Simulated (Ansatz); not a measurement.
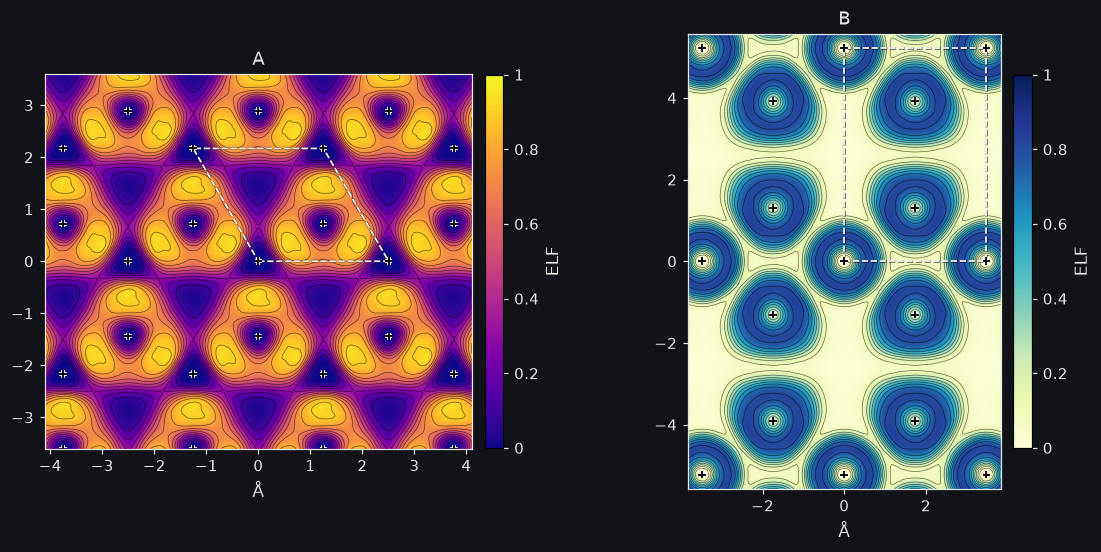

The electron localisation function of 2 systems, each on a plane through atoms (crosses mark nuclei in the plane).

Theory: DFT r2SCAN, scalar-relativistic, plane waves, PAW (Ansatz 0.2.0).

System 1: BN, the (001) plane of the conventional cell. Space group P6₃/mmc.

```
CELL_PARAMETERS angstrom
2.50399 0.00000 0.00000
-1.25200 2.16852 0.00000
0.00000 0.00000 6.66120
ATOMIC_POSITIONS crystal
B 0.33333 0.66667 0.25000
B 0.66667 0.33333 0.75000
N 0.33333 0.66667 0.75000
N 0.66667 0.33333 0.25000
```

System 2: ZrO2, the (010) plane of the conventional cell. Space group I4/mmm; changed on purpose from its base cell (strain -0.030 along x and y, +0.030 along z, atoms carried along); computed pressure about 12 GPa in this cell.

```yaml
crystal:
  lattice:
    - [2.45895, -2.45895, 0.00000]
    - [2.45895, 2.45895, 0.00000]
    - [0.00000, 0.00000, 5.22210]
  atoms:
    - { symbol: Zr, position: [0.00000, 0.00000, 0.00000] }
    - { symbol: Zr, position: [0.50000, 0.50000, 0.50000] }
    - { symbol: O, position: [0.00000, 0.50000, 0.25000] }
    - { symbol: O, position: [0.50000, 0.00000, 0.75000] }
    - { symbol: O, position: [0.50000, 0.00000, 0.25000] }
    - { symbol: O, position: [0.00000, 0.50000, 0.75000] }
```

Which map belongs to which system?

Answer. Panel A is system 1, BN: the plane holds B and N. B–N (1.45 Å): the ELF peaks at about 0.95 between the atoms; a shared but strongly polarised pair. Panel B is system 2, ZrO2: the plane holds Zr and O. Zr–O (2.17 Å): the ELF peaks at about 0.85 in the valence shell of O, 0.6 Å from its nucleus, and drops to about 0.20 between the two atoms (no localised pair shows between them).
